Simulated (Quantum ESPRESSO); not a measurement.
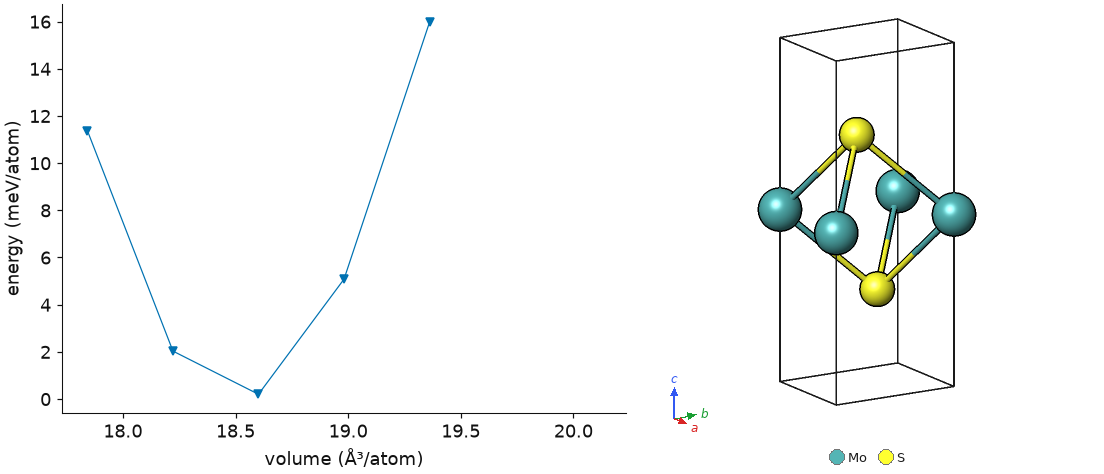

The plot gives the computed energy against volume for MoS₂, space group P-3m1 (No. 164). The conventional cell is drawn beside the plot.

Cell as given: a = 3.227 Å, b = 3.227 Å, c = 6.312 Å, α = 90.00°, β = 90.00°, γ = 120.00°; 3 atoms.

Method: plane-wave DFT, no spin polarisation; energies at scaled volumes of the given cell, shape and fractions fixed, counted from the fit's minimum, third-order Birch-Murnaghan fit (Quantum ESPRESSO 7.5). Level: PBEsol.

k mesh 9×9×4; occupations Fermi–Dirac; smearing width 0.05 eV; potentials PseudoDojo 0.4.1 SR PBEsol standard; wave cutoff 1088 eV; density cutoff 4354 eV.

The points at volume 19.74 Å³/atom and 20.12 Å³/atom are left out of the plot. What values does the calculation give there?

```
volume (Å³/atom)  energy (meV/atom)
           19.74              32.23
           20.12              53.29
```

Keep in mind: shape and atomic fractions are frozen while scaling, which makes layered, chain and framework solids too stiff.
